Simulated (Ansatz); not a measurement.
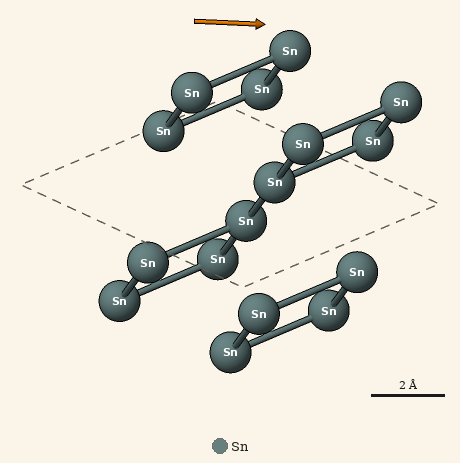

A crystal of Sn (I4/mmm): the crystal above a cut along the (0 1 1) plane of the conventional cell (between a plane of Sn below and one of Sn above, 2.79 Å apart) is slid rigidly by fractions of an in-plane lattice vector 5.81 Å long (a generalised stacking fault). One cut stands in each cell, which starts 11.2 Å high; nothing is relaxed, and the dashed outline marks the cut, the arrow on top the direction of slip. The picture shows the perfect crystal around the cut (dashed). The picture is a ball-and-stick view of the layers on both sides of the cut, seen obliquely from above.

All numbers below come from DFT r2SCAN, scalar-relativistic, plane waves, PAW in Ansatz 0.2.0. Set-up: plane-wave cutoff 500 eV; k-point mesh 14 × 16 × 5; occupations gaussian; smearing width 0.15 eV; no spin polarisation. Energies (free energies at the smearing named) are counted from the cell as listed in its source, which wasn't relaxed.

The input:
```yaml
crystal:
  lattice:
    - [-1.59075, 1.59075, -2.91565]
    - [-3.1815, 0.0, 0.0]
    - [0.0, 9.5445, 5.8313]
  atoms:
    - { symbol: Sn, position: [0.0, 0.0, 0.0] }
    - { symbol: Sn, position: [0.5, 0.75, 0.25] }
    - { symbol: Sn, position: [0.0, 0.5, 0.5] }
    - { symbol: Sn, position: [0.5, 0.25, 0.75] }
basis:
  ecutwfc: 500
kpoints:
  mp_grid: { grid: [14, 16, 5] }
hamiltonian:
  xc: r2scan
scf:
  occupations: { method: gaussian, width: 0.15 }
output:
  forces: true
  stress: true
  eigenvalues: true
```

Command:
```bash
ansatz run input.yaml --threads 2 --pin off --max-ram 5120MiB --backend cpu --events-out ev --progress --plain --runs-dir out
```

> What energies does the calculation give (the slip: 0.000, 0.083, 0.167, 0.250, 0.333, 0.500, 0.667, 0.833, 1.000)?

```
slip (fraction of the lattice vector)  γ (mJ/m²)
                                0.000        0.0
                                0.083       −8.4
                                0.167       −5.1
                                0.250       17.3
                                0.333       75.6
                                0.500      111.5
                                0.667       79.4
                                0.833       51.6
                                1.000        0.0
```

Points that are alike by symmetry were computed once.

The curve starts and ends at zero, since a full lattice vector restores the crystal. Its highest computed point is 111.5 mJ/m² at slip 0.50. The points are too sparse to place its extrema closely. Relaxation across the fault would lower the values.
